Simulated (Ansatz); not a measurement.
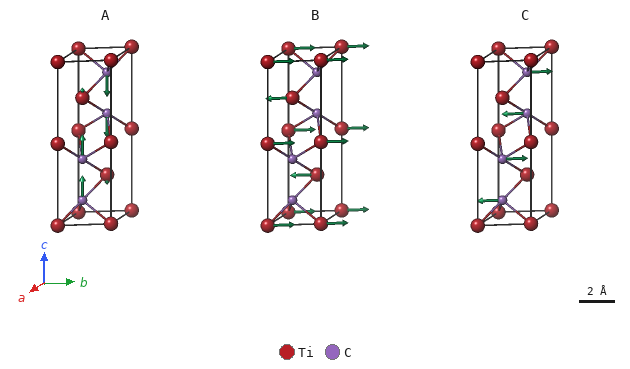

Modes of solid TiC (a generated structure), space group P6₃/mmc (No. 194), at the zone centre (one member of each degenerate set). The green arrows give the relative displacements of the atoms. Style: ball-and-stick. Shown: the cell of the calculation, slightly off an axis.

Level of theory: Ansatz 0.2.0, DFT PBE, scalar-relativistic, plane waves, PAW.

The frequencies depend somewhat on the k-mesh and the smearing.

> Which are infrared-active and which Raman-active?

A is B₁g, silent by symmetry (neither infrared- nor Raman-active) (604 cm⁻¹). B is E₁u, infrared-active by symmetry (270 cm⁻¹). C is E₁g, Raman-active by symmetry (548 cm⁻¹). The crystal has a centre of inversion, so no mode is both. In a metal the free carriers screen the infrared response.
